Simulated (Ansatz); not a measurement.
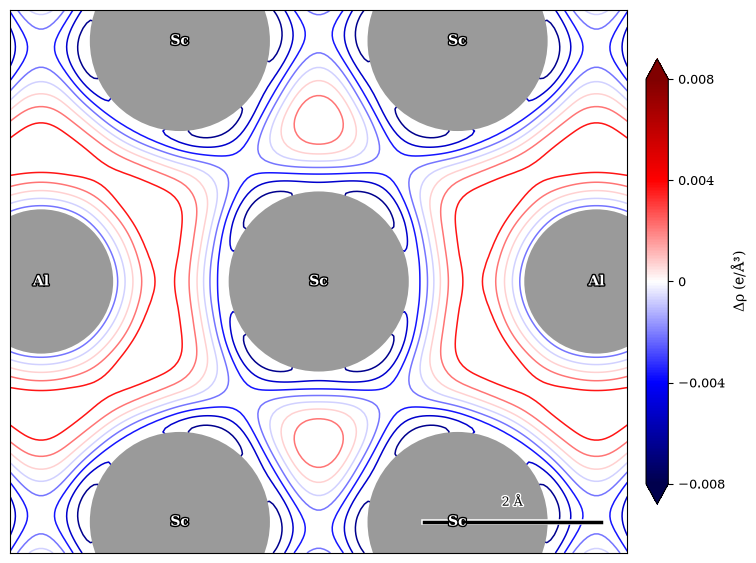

Sc$_{3}$Al: difference of two self-consistent densities at the same geometry, ρ(r2SCAN) − ρ(PBEsol), on the (111) plane of the conventional cell. Grey discs cover the cores, where the PAW densities can't be compared. Cores are masked to 1.0 Å (Sc) and 0.8 Å (Al).

Space group Pm-3m. The cell comes from a database of computed structures, not from a measurement.

Both runs: Ansatz, scalar-relativistic, plane waves and PAW, same cutoff, k-points and PAW files (made with PBE).

How does the change of level move the electrons?

Answer. Against PBEsol, and outside the masked cores, the largest gain, 0.009 e/Å³, lies 2.2 Å from a scandium nucleus, and the largest loss lies at the edge of the masked core of Sc.
At this volume the pressure is −2 GPa with PBEsol and 0 GPa with r2SCAN.

Run times: 29 s (r2SCAN) and 21 s (base cell), on 1 thread of Arm Neoverse V2, on a shared host.
